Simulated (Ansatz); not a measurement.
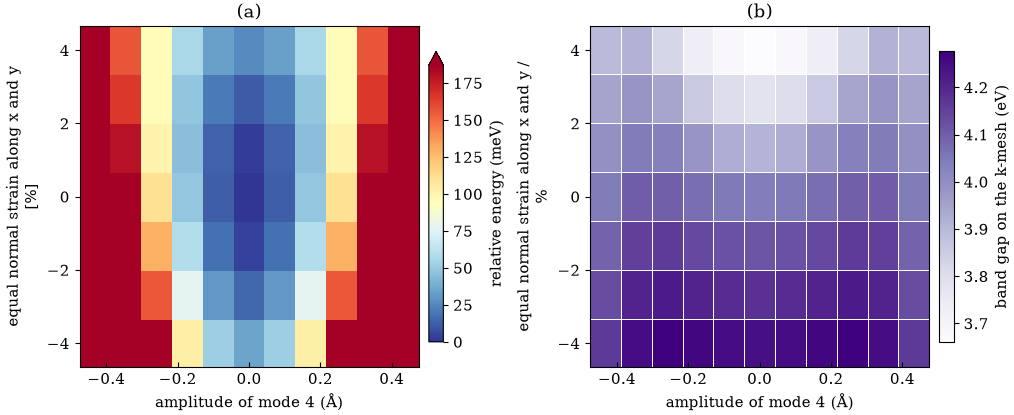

RbBr (Pm-3m, No. 221; 2 atoms in the cell). 
- The energy is mapped over a normal mode and a strain (zone-centre modes of the 2-atom cell of this scan) (x, y and z along the cube axes).
- The first coordinate is: amplitude of mode 4 (75 cm⁻¹), largest displacement in the unstrained cell; the second: equal normal strain along x and y.
- Nothing is relaxed (the pattern is fixed in fractional coordinates).
- The grid has 11 × 7 points; 42 points were computed and 35 follow by symmetry.
- Points are written as (first, second).
- Energies are in meV per cell, from the lowest grid point.
- Theory: DFT PBEsol, scalar-relativistic, plane waves, PAW in Ansatz. Settings: cutoff 420 eV, k-mesh 6×6×6, gaussian smearing 0.05 eV, no spin polarisation.

Panel (a) is the energy and panel (b) the computed band gap on the k-mesh on the same grid.

In the figure: one coloured cell a grid point, one colour for all values above the top of the scale.

### How does the band gap on the k-mesh vary over the map, and what is it at the lowest grid point?

It runs from 3.66 eV at (0.000 Å, 4.00 %) to 4.28 eV at (−0.259 Å, −4.00 %). At the lowest grid point, (0.000 Å, 0.00 %), it is 4.04 eV.
